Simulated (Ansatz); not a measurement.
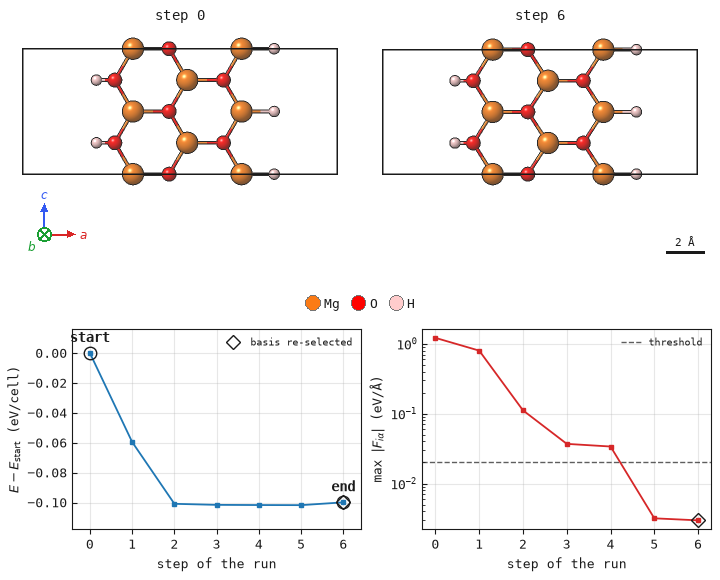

First and last geometry of a relaxation of a wire of composition Mg$_{3}$H$_{2}$O$_{3}$, with the history of the run. The picture is a ball-and-stick view of the 2 repeat of the cell, with the vacuum cut short, seen along the b axis.

Case: zigzag ribbon, 3 formula units a period, edges capped with H.

These are results of DFT PBE, scalar-relativistic, plane waves, PAW (Ansatz), not measurements. Settings: plane-wave cutoff 420 eV; k-point mesh 1 × 1 × 16; occupations gaussian; smearing width 0.05 eV; no spin polarisation; cell relaxed at fixed a, b, alpha, beta, gamma; force threshold 0.02 eV/Å; at most 45 steps.

Read the history and describe the run.

It converged. After 5 accepted moves (6 points after the start) the energy has fallen by 99.9 meV per cell of the calculation. Largest force component: 1.2 eV/Å at the start, 0.003 eV/Å at the end. At 1 point the geometry stayed and the basis and grid were re-selected for the new cell (energy shift of 1.9 meV per cell of the calculation at most each time). The largest move relative to the centre of the atoms is that of an H atom, 0.12 Å. By element the largest moves are H 0.12 Å, Mg 0.09 Å, O 0.08 Å. Along the periodic axis the drawn cell goes c 6.603 → 6.556 Å (−0.7 %). Among the contacts that change: Mg–O 1.906 → 1.852 Å, Mg–O 1.906 → 1.950 Å, Mg–O 1.906 → 1.930 Å, H–Mg 1.720 → 1.742 Å. Among the angles between lasting bonds that change: O–Mg–O 120.0° → 114.4°, Mg–O–Mg 120.0° → 114.4°, O–Mg–O 120.0° → 114.5°. Cost: 69 s on 4 threads of AMD EPYC 7R43 64-Core Processor (Zen 3), with other jobs on the host, peak memory 0.92 GiB.

```json
{"step": "0", "E − E(0), meV/atom": "0.00", "largest force component, eV/Å": "1.2132", "note": ""}
{"step": "1", "E − E(0), meV/atom": "-7.44", "largest force component, eV/Å": "0.7969", "note": ""}
{"step": "2", "E − E(0), meV/atom": "-12.61", "largest force component, eV/Å": "0.1114", "note": ""}
{"step": "3", "E − E(0), meV/atom": "-12.70", "largest force component, eV/Å": "0.0369", "note": ""}
{"step": "4", "E − E(0), meV/atom": "-12.71", "largest force component, eV/Å": "0.0338", "note": ""}
{"step": "5", "E − E(0), meV/atom": "-12.72", "largest force component, eV/Å": "0.0032", "note": ""}
{"step": "6", "E − E(0), meV/atom": "-12.49", "largest force component, eV/Å": "0.0030", "note": "same geometry, new basis"}
```
